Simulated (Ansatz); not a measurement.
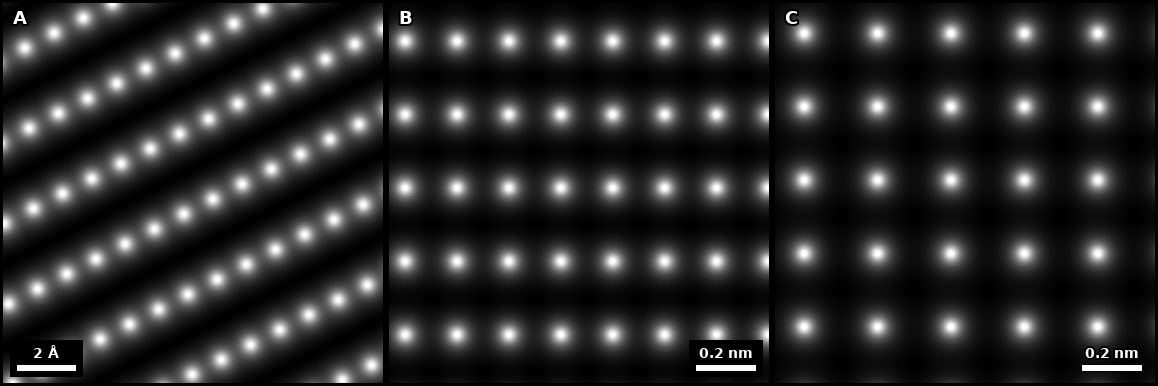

Three views of Ru (Pm-3m, No. 221) along different zone axes. Computed as the sum of neutral-atom potentials (tabulated electron scattering factors, B = 0.3 Å²) projected along the beam and smoothed by 0.25 Å; brighter is more positive. The display is stretched by a gamma of 0.7; percentages refer to the linear signal. Model: the geometry given to an electronic-structure calculation, possibly off equilibrium; the starting structure was generated, so it need not be a known form of this composition.

```
Ru
1.0
     2.51095    0.00000    0.00000
     0.00000    2.51095    0.00000
     0.00000    0.00000    2.51095
Ru
1
Cartesian
  0.0000 0.0000 0.0000
```

### Match the panels to the zone axes [001], [110] and [210].

A is [210]: projected cell 1.12 × 2.51 Å, 90°, plane group p2mm. B is [110]: projected cell 1.78 × 2.51 Å, 90°, plane group p2mm. C is [001]: projected cell 2.51 × 2.51 Å, 90°, plane group p4mm.
